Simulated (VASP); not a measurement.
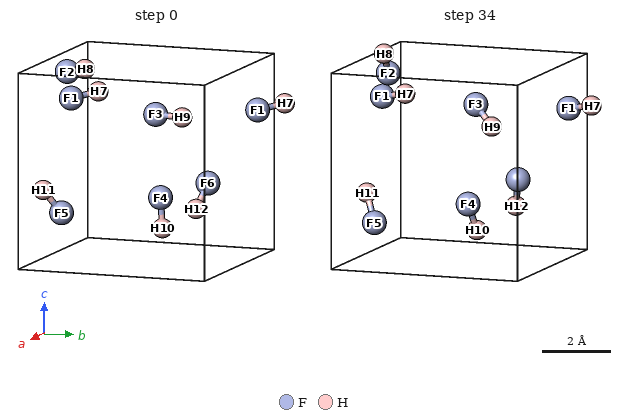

The structure of an amorphous cell of composition HF before (left) and after (right) a relaxation, at one scale.

The picture is a ball-and-stick view of the cell of the calculation, seen slightly off an axis.

The run lets the atoms move in a fixed cell.

Method: Kohn-Sham DFT of a periodic cell, PBEsol, VASP PAW PBE potentials, recommended in VASP 6.6.1.

Input file:
```
  PREC = Accurate
  ENCUT = 520
  EDIFF = 1E-7
  ISMEAR = -1
  SIGMA = 0.02
  LREAL = F
  LASPH = T
  NELM = 60
  ALGO = Normal
  ISIF = 2
  LWAVE = F
  LCHARG = F
  GGA = PS
  IBRION = 2
  NSW = 35
  EDIFFG = -0.3
```

Launched with:
```bash
cat potpaw_PBE.64/F/POTCAR potpaw_PBE.64/H/POTCAR > POTCAR
mpirun -np 1 vasp_gam > vasp.out
```

Q: Summarise the run.

A: The relaxation stopped without meeting its thresholds, so the last structure isn't shown to be converged. The energy falls by 112 meV per atom in 34 geometry steps. The largest force component goes from 0.94 to 0.53 eV/Å. The atom that moves furthest is H8 (0.63 Å along [1 −2 3]). Largest moves by element: H 0.63 Å, F 0.60 Å. The cell stays as it was. Near-neighbour distances that change, for instance: F2–H8 0.934 → 0.968 Å, F5–H11 0.934 → 0.965 Å, F1–H7 0.934 → 0.954 Å, F4–H10 0.934 → 0.945 Å.

Limits of the set-up: the periodic images lie only 5.9 Å apart, so the values are limited by the cell's size.
